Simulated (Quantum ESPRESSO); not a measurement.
# O on top sites of RuAl(110): a series in the coverage, part 3 of 10

Wanted: a table for O on top sites of RuAl(110) against the coverage, and what can be fitted to it.

Quantum ESPRESSO 7.5; plane-wave DFT, PBE, GBRV ultrasoft pseudopotentials.

So far. Step 2 (Relaxing cell and ions of the reference):  The last row is no step: it is a fresh SCF in the final cell with a new plane-wave basis, -0 meV from the row before.

The structure was built from a prototype and need not be the compound's stable phase.

## (4) Relaxing the ions of the reference

The free molecule gives the reference for adsorption energies.

System of this step: O2 molecule in a box. The cell holds 2 atoms: 2 O. Its edges and angles: a = 11.000 Å, b = 11.500 Å, c = 13.000 Å, α = 90.0°, β = 90.0°, γ = 90.0°. Vacuum lies along a, b and c.

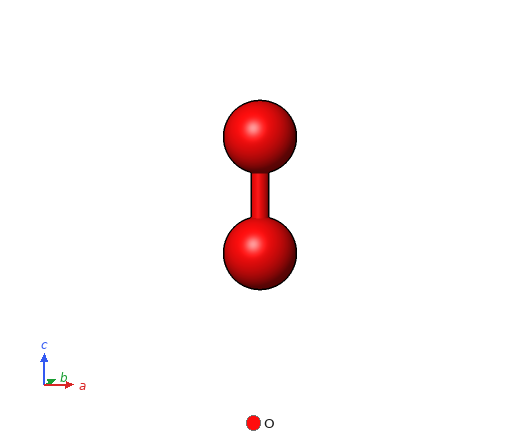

The cell of this step (oxygen red).

The input, ref.gas.in:

```
&control
  prefix = 'ref.gas'
  outdir = './out'
  pseudo_dir = './pseudo'
  nstep = 40
  forc_conv_thr = 0.001
  calculation = 'relax'
/
&system
  ibrav = 0
  nat = 2
  ntyp = 1
  ecutwfc = 40
  ecutrho = 200
  occupations = 'smearing'
  smearing = 'gaussian'
  degauss = 0.002
  nspin = 2
  starting_magnetization(1) = 0.5
/
&electrons
  conv_thr = 1e-07
  mixing_beta = 0.4
  electron_maxstep = 120
/
&ions
/
ATOMIC_SPECIES
  O   15.9990  o_pbe_v1.2.uspp.F.UPF
CELL_PARAMETERS angstrom
  11.00000000000000 0.00000000000000 0.00000000000000
  0.00000000000000 11.50000000000000 0.00000000000000
  0.00000000000000 0.00000000000000 13.00000000000000
ATOMIC_POSITIONS crystal
  O   0.500000000000 0.500000000000 0.452692307692
  O   0.500000000000 0.500000000000 0.547307692308
K_POINTS automatic
  1 1 1 0 0 0
```

Run with:

```console
OMP_NUM_THREADS=1 mpirun -n 16 pw.x -nk 1 -in ref.gas.in > ref.gas.out
```

What it wrote:

```text
[banner, memory and clock lines left out]
Program PWSCF v.7.5 starts

          URL

     Message from routine setup:
     using ibrav=0 with symmetry is DISCOURAGED, use correct ibrav instead

     bravais-lattice index     =            0
     lattice parameter (alat)  =      20.7870  a.u.
     unit-cell volume          =   11097.6361 (a.u.)^3
     number of atoms/cell      =            2
     number of atomic types    =            1
     number of electrons       =        12.00
     number of Kohn-Sham states=           10
     kinetic-energy cutoff     =      40.0000  Ry
     charge density cutoff     =     200.0000  Ry
     scf convergence threshold =      1.0E-07
     mixing beta               =       0.4000
     number of iterations used =            8  plain     mixing
     energy convergence thresh.=      1.0E-04
     force convergence thresh. =      1.0E-03
     Exchange-correlation= SLA  PW   PBE  PBE
                           (   1   4   3   4   0   0   0)
     nstep                     =           40

     celldm(1)=  20.786987  celldm(2)=   0.000000  celldm(3)=   0.000000
     celldm(4)=   0.000000  celldm(5)=   0.000000  celldm(6)=   0.000000

     crystal axes: (cart. coord. in units of alat)
               a(1) = (   1.000000   0.000000   0.000000 )
               a(2) = (   0.000000   1.045455   0.000000 )
               a(3) = (   0.000000   0.000000   1.181818 )

     reciprocal axes: (cart. coord. in units 2 pi/alat)
               b(1) = (  1.000000  0.000000  0.000000 )
               b(2) = (  0.000000  0.956522  0.000000 )
               b(3) = (  0.000000  0.000000  0.846154 )

     PseudoPot. # 1 for O  read from file:
     ./pseudo/o_pbe_v1.2.uspp.F.UPF
     Pseudo is Ultrasoft + core correction, Zval =  6.0
     Generated by new atomic code, or converted to UPF format
     Using radial grid of  737 points,  5 beta functions with:
                l(1) =   0
                l(2) =   0
                l(3) =   1
                l(4) =   1
                l(5) =   2
     Q(r) pseudized with  8 coefficients,  rinner =    0.900   0.900   0.900
                                                       0.900   0.900

     atomic species   valence    mass     pseudopotential
     O                 6.00    15.99900     O ( 1.00)

     Starting magnetic structure
     atomic species   magnetization
     O               0.500

      8 Sym. Ops., with inversion, found

   Cartesian axes

     site n.     atom                  positions (alat units)
         1        O      tau(   1) = (   0.5000000   0.5227273   0.5350000  )
         2        O      tau(   2) = (   0.5000000   0.5227273   0.6468182  )

     number of k points=     1  Gaussian smearing, width (Ry)=  0.0020
                       cart. coord. in units 2pi/alat
        k(    1) = (   0.0000000   0.0000000   0.0000000), wk =   1.0000000

     Dense  grid:   530123 G-vectors     FFT dimensions: (  96, 100, 120)

     Smooth grid:   379275 G-vectors     FFT dimensions: (  90,  90, 100)

     Generating pointlists ...
     new r_m :   0.0461 (alat units)  0.9588 (a.u.) for type    1

     Initial potential from superposition of free atoms

     starting charge      12.0000, renormalised to      12.0000

     negative rho (up, down):  7.803E-04 2.601E-04
     Starting wfcs are    8 randomized atomic wfcs +    2 random wfcs

     per-process dynamical memory:    31.2 Mb

     Self-consistent Calculation

     iteration #  1     ecut=    40.00 Ry     beta= 0.40
     Davidson diagonalization with overlap
     ethr =  1.00E-02,  avg # of iterations =  7.0

     negative rho (up, down):  1.289E-03 5.000E-04

     total energy              =     -64.20720628 Ry
     estimated scf accuracy    <       0.18699980 Ry

     total magnetization       =     2.00 Bohr mag/cell
     absolute magnetization    =     2.09 Bohr mag/cell

     iteration #  2     ecut=    40.00 Ry     beta= 0.40
     Davidson diagonalization with overlap
     ethr =  1.56E-03,  avg # of iterations =  1.0

     negative rho (up, down):  2.912E-03 9.697E-04

     total energy              =     -64.30095435 Ry
     estimated scf accuracy    <       0.06337020 Ry

     total magnetization       =     2.00 Bohr mag/cell
     absolute magnetization    =     2.07 Bohr mag/cell

     iteration #  3     ecut=    40.00 Ry     beta= 0.40
     Davidson diagonalization with overlap
     ethr =  5.28E-04,  avg # of iterations =  5.0

     negative rho (up, down):  2.765E-03 1.002E-03

     total energy              =     -64.30669347 Ry
     estimated scf accuracy    <       0.00218170 Ry

     total magnetization       =     2.00 Bohr mag/cell
     absolute magnetization    =     2.06 Bohr mag/cell

     iteration #  4     ecut=    40.00 Ry     beta= 0.40
     Davidson diagonalization with overlap
     ethr =  1.82E-05,  avg # of iterations = 10.0

     negative rho (up, down):  2.593E-03 1.018E-03

     total energy              =     -64.30698854 Ry
     estimated scf accuracy    <       0.00004201 Ry

     total magnetization       =     2.00 Bohr mag/cell
     absolute magnetization    =     2.06 Bohr mag/cell

     iteration #  5     ecut=    40.00 Ry     beta= 0.40
     Davidson diagonalization with overlap
     ethr =  3.50E-07,  avg # of iterations =  4.0

     negative rho (up, down):  2.558E-03 1.046E-03

     total energy              =     -64.30702101 Ry
     estimated scf accuracy    <       0.00000531 Ry

     total magnetization       =     2.00 Bohr mag/cell
     absolute magnetization    =     2.06 Bohr mag/cell

     iteration #  6     ecut=    40.00 Ry     beta= 0.40
     Davidson diagonalization with overlap
     ethr =  4.43E-08,  avg # of iterations =  2.0

     negative rho (up, down):  2.570E-03 1.072E-03

     total energy              =     -64.30702614 Ry
     estimated scf accuracy    <       0.00000093 Ry

     total magnetization       =     2.00 Bohr mag/cell
     absolute magnetization    =     2.06 Bohr mag/cell

     iteration #  7     ecut=    40.00 Ry     beta= 0.40
     Davidson diagonalization with overlap
     ethr =  7.76E-09,  avg # of iterations =  2.0

     negative rho (up, down):  2.655E-03 1.116E-03

     Magnetic moment per site  (integrated on atomic sphere of radius R)
     atom   1 (R=0.046)  charge=  2.9869  magn=  0.5797
     atom   2 (R=0.046)  charge=  2.9869  magn=  0.5797

     End of self-consistent calculation

 ------ SPIN UP ------------

          k = 0.0000 0.0000 0.0000 ( 47391 PWs)   bands (ev):

   -32.3554 -20.5777 -13.4161 -13.2716 -13.2716  -6.8948  -6.8947  -0.4635
[...]
total magnetization       =     2.00 Bohr mag/cell
     absolute magnetization    =     2.05 Bohr mag/cell

     iteration #  2     ecut=    40.00 Ry     beta= 0.40
     Davidson diagonalization with overlap
     ethr =  1.90E-06,  avg # of iterations =  2.0

     negative rho (up, down):  2.509E-03 1.333E-03

     total energy              =     -64.30682344 Ry
     estimated scf accuracy    <       0.00002666 Ry

     total magnetization       =     2.00 Bohr mag/cell
     absolute magnetization    =     2.05 Bohr mag/cell

     iteration #  3     ecut=    40.00 Ry     beta= 0.40
     Davidson diagonalization with overlap
     ethr =  2.22E-07,  avg # of iterations =  2.0

     negative rho (up, down):  2.590E-03 1.194E-03

     total energy              =     -64.30682872 Ry
     estimated scf accuracy    <       0.00000441 Ry

     total magnetization       =     2.00 Bohr mag/cell
     absolute magnetization    =     2.05 Bohr mag/cell

     iteration #  4     ecut=    40.00 Ry     beta= 0.40
     Davidson diagonalization with overlap
     ethr =  3.67E-08,  avg # of iterations =  2.0

     negative rho (up, down):  2.586E-03 1.166E-03

     total energy              =     -64.30682996 Ry
     estimated scf accuracy    <       0.00000014 Ry

     total magnetization       =     2.00 Bohr mag/cell
     absolute magnetization    =     2.05 Bohr mag/cell

     iteration #  5     ecut=    40.00 Ry     beta= 0.40
     Davidson diagonalization with overlap
     ethr =  1.16E-09,  avg # of iterations =  2.5

     negative rho (up, down):  2.601E-03 1.164E-03

     Magnetic moment per site  (integrated on atomic sphere of radius R)
     atom   1 (R=0.046)  charge=  2.9314  magn=  0.5689
     atom   2 (R=0.046)  charge=  2.9314  magn=  0.5689

     End of self-consistent calculation

 ------ SPIN UP ------------

          k = 0.0000 0.0000 0.0000 ( 47391 PWs)   bands (ev):

   -32.6792 -20.4509 -13.4600 -13.4086 -13.4086  -6.7656  -6.7655  -0.4638
     0.3482   0.3961

 ------ SPIN DOWN ----------

          k = 0.0000 0.0000 0.0000 ( 47391 PWs)   bands (ev):

   -31.4826 -18.5952 -12.4814 -11.4792 -11.4792  -4.3622  -4.3622  -0.3845
     0.4633   0.4801

     the Fermi energy is    -5.5672 ev

!    total energy              =     -64.30683073 Ry
     estimated scf accuracy    <       0.00000003 Ry
     smearing contrib. (-TS)   =      -0.00000000 Ry
     internal energy E=F+TS    =     -64.30683073 Ry

     The total energy is F=E-TS. E is the sum of the following terms:
     one-electron contribution =    -130.43668169 Ry
     hartree contribution      =      67.09925460 Ry
     xc contribution           =     -14.21738498 Ry
     ewald contribution        =      13.24798135 Ry

     total magnetization       =     2.00 Bohr mag/cell
     absolute magnetization    =     2.05 Bohr mag/cell

     convergence has been achieved in   5 iterations

     negative rho (up, down):  2.601E-03 1.164E-03

     Forces acting on atoms (cartesian axes, Ry/au):

     atom    1 type  1   force =     0.00000000    0.00000000   -0.02923837
     atom    2 type  1   force =     0.00000000    0.00000000    0.02923837

     Total force =     0.041349     Total SCF correction =     0.000400
     Energy error            =      2.0E-04 Ry
     Gradient error          =      2.9E-02 Ry/Bohr

     number of scf cycles    =   2
     number of bfgs steps    =   1

     energy             old  =     -64.3070266602 Ry
     energy             new  =     -64.3068307291 Ry

     CASE: energy            _new > energy            _old

     new trust radius        =       0.0052377772 bohr
     new conv_thr            =       0.0000001000 Ry

ATOMIC_POSITIONS (crystal)
O                0.5000000000        0.5000000000        0.4529055163
O                0.5000000000        0.5000000000        0.5470944837

     XML data file
     NEW-OLD atomic charge density approx. for the potential

     negative rho (up, down):  1.608E-03 1.697E-03
     Generating pointlists ...

     per-process dynamical memory:    36.4 Mb

     Self-consistent Calculation

     iteration #  1     ecut=    40.00 Ry     beta= 0.40
     Davidson diagonalization with overlap
     ethr =  1.00E-06,  avg # of iterations =  4.0

     negative rho (up, down):  2.248E-03 1.466E-03

     total energy              =     -64.30709568 Ry
     estimated scf accuracy    <       0.00009848 Ry

     total magnetization       =     2.00 Bohr mag/cell
     absolute magnetization    =     2.05 Bohr mag/cell

     iteration #  2     ecut=    40.00 Ry     beta= 0.40
     Davidson diagonalization with overlap
     ethr =  8.21E-07,  avg # of iterations =  2.0

     negative rho (up, down):  2.415E-03 1.242E-03

     total energy              =     -64.30710647 Ry
     estimated scf accuracy    <       0.00001138 Ry

     total magnetization       =     2.00 Bohr mag/cell
     absolute magnetization    =     2.05 Bohr mag/cell

     iteration #  3     ecut=    40.00 Ry     beta= 0.40
     Davidson diagonalization with overlap
     ethr =  9.49E-08,  avg # of iterations =  2.0

     negative rho (up, down):  2.566E-03 1.117E-03

     total energy              =     -64.30710798 Ry
     estimated scf accuracy    <       0.00000191 Ry

     total magnetization       =     2.00 Bohr mag/cell
     absolute magnetization    =     2.05 Bohr mag/cell

     iteration #  4     ecut=    40.00 Ry     beta= 0.40
     Davidson diagonalization with overlap
     ethr =  1.59E-08,  avg # of iterations =  2.0

     negative rho (up, down):  2.639E-03 1.133E-03

     Magnetic moment per site  (integrated on atomic sphere of radius R)
     atom   1 (R=0.046)  charge=  2.9245  magn=  0.5692
     atom   2 (R=0.046)  charge=  2.9245  magn=  0.5692

     End of self-consistent calculation

 ------ SPIN UP ------------

          k = 0.0000 0.0000 0.0000 ( 47391 PWs)   bands (ev):

   -32.4646 -20.5313 -13.4291 -13.3164 -13.3164  -6.8479  -6.8479  -0.4636
     0.3385   0.3965

 ------ SPIN DOWN ----------

          k = 0.0000 0.0000 0.0000 ( 47391 PWs)   bands (ev):

   -31.2575 -18.6769 -12.4610 -11.3852 -11.3852  -4.4467  -4.4466  -0.3855
     0.4574   0.4791

     the Fermi energy is    -5.5277 ev

!    total energy              =     -64.30710860 Ry
     estimated scf accuracy    <       0.00000006 Ry
     smearing contrib. (-TS)   =      -0.00000000 Ry
     internal energy E=F+TS    =     -64.30710860 Ry

     The total energy is F=E-TS. E is the sum of the following terms:
     one-electron contribution =    -129.95666414 Ry
     hartree contribution      =      66.86516194 Ry
     xc contribution           =     -14.19890742 Ry
     ewald contribution        =      12.98330102 Ry

     total magnetization       =     2.00 Bohr mag/cell
     absolute magnetization    =     2.05 Bohr mag/cell

     convergence has been achieved in   4 iterations

     negative rho (up, down):  2.639E-03 1.133E-03

     Forces acting on atoms (cartesian axes, Ry/au):

     atom    1 type  1   force =     0.00000000    0.00000000    0.00059250
     atom    2 type  1   force =     0.00000000    0.00000000   -0.00059250

     Total force =     0.000838     Total SCF correction =     0.000736
     SCF correction compared to forces is large: reduce conv_thr to get better values
     Energy error            =      8.2E-05 Ry
     Gradient error          =      5.9E-04 Ry/Bohr

     bfgs converged in   3 scf cycles and   1 bfgs steps
     (criteria: energy <  1.0E-04 Ry, force <  1.0E-03 Ry/Bohr)

     End of BFGS Geometry Optimization

     Final energy             =     -64.3071085991 Ry

     File ./out/ref.gas.bfgs deleted, as requested
Begin final coordinates

ATOMIC_POSITIONS (crystal)
O                0.5000000000        0.5000000000        0.4529055163
O                0.5000000000        0.5000000000        0.5470944837
End final coordinates

     XML data file, charge density, pseudopotentials, collected wavefunctions

                                        0.00s GPU  (     144 calls)
```

Run time: 9.9 s. Hardware: 16 MPI ranks of Arm Neoverse V1, shared host; peak memory 1.6 GiB; 2.6 min of CPU time.

The steps of the relaxation:

| step | energy less that of the first step (eV) | largest force (eV/Å) |
| --- | --- | --- |
| 1 | 0.0000 | 0.3863 |
| 2 | 0.0027 | 0.7517 |
| 3 | -0.0011 | 0.0152 |

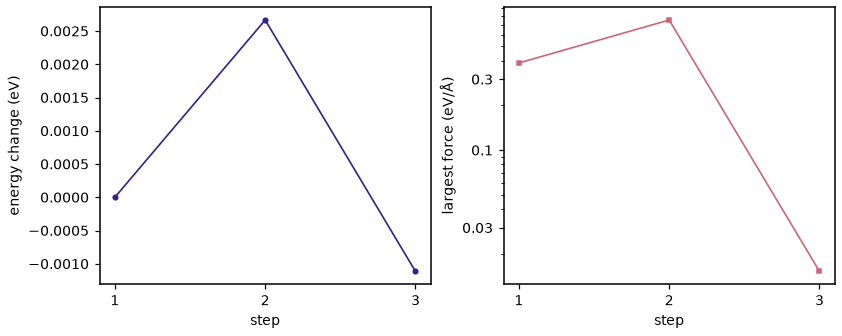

Energy and largest force along the relaxation.

Numbers from this step:

| Quantity | Value |
| --- | --- |
| free energy | -874.9428 eV |
| Fermi energy | -5.528 eV |
| magnetization | 2 μB |
| absolute magnetization | 2.05 μB |
| site moments | 0.5692, 0.5692 μB |

[end of part 3 of 10]

[Logs are printed without paths, hosts, clocks, repeated set-up lines and the standing remarks that a program may print on its own settings, such as how far it seeks lower states.]

[Hosts, paths, dates, database ids (printed as entryN), source tags and the programs' standing remarks are cut or masked in the printed files.]

[Maps of the electrostatic potential energy from Ansatz leave out the sawtooth potential of an applied field or a dipole correction, so their vacuum need not be flat; planar profiles and work functions include it.]
